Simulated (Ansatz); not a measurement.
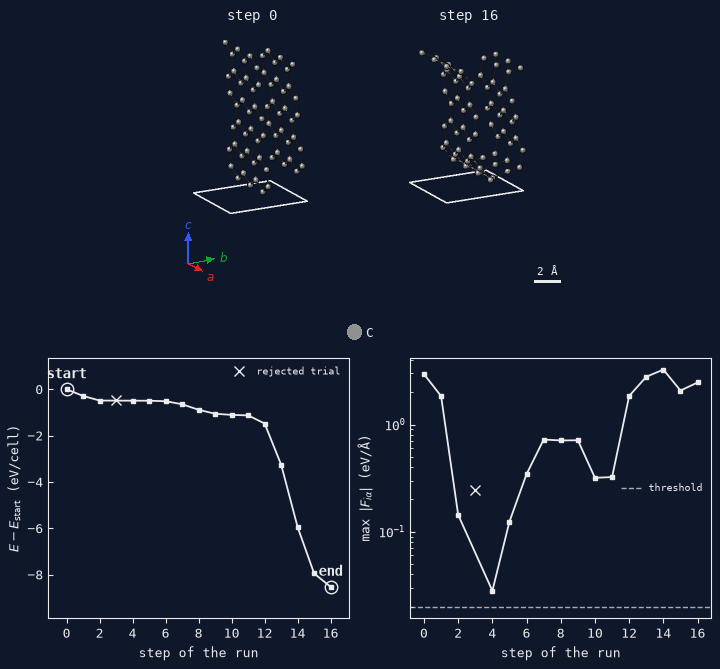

First and last geometry of a relaxation of a slab of composition C (cut from the R-3m phase), with the history of the run. Style: ball-and-stick. Shown: the 3 × 1 repeat of the cell, outlined in the plane, without the vacuum (origin shifted), slightly off an axis.

Case: (0 2 1) slab, atoms relaxed. The slab is the (0 2 1) face of C.

Method: DFT PBEsol, scalar-relativistic, plane waves, PAW (Ansatz 0.2.0). (plane-wave cutoff 420 eV; k-point mesh 14 × 5 × 1; occupations gaussian; smearing width 0.05 eV; no spin polarisation; dipole correction; atoms relaxed in a fixed cell; force threshold 0.02 eV/Å; at most 60 steps)

Q: What do the curves and the structures tell?

A: The run was cut off at its time limit before the relaxation converged, so the last structure is only a point on the way. After 15 accepted moves (16 points after the start) the energy has fallen by 8.525 eV per cell of the calculation. Largest force component: 3 eV/Å at the start, 2.5 eV/Å at the end. The line search rejected the trial step at point 3 of the run. The largest moves relative to the layer's centre, 1.78 Å, are those of C atoms. The cell doesn't change. Among the contacts that change: C–C 3.868 → 1.375 Å, C–C 1.420 → 1.441 Å, C–C 1.420 → 1.415 Å. New bonds form, among them: C–C (3.87 → 1.38 Å), C–C (3.87 → 1.39 Å). Among the angles between lasting bonds that change: C–C–C 120.0° → 114.7°, C–C–C 120.0° → 116.5°, C–C–C 120.0° → 117.3°.
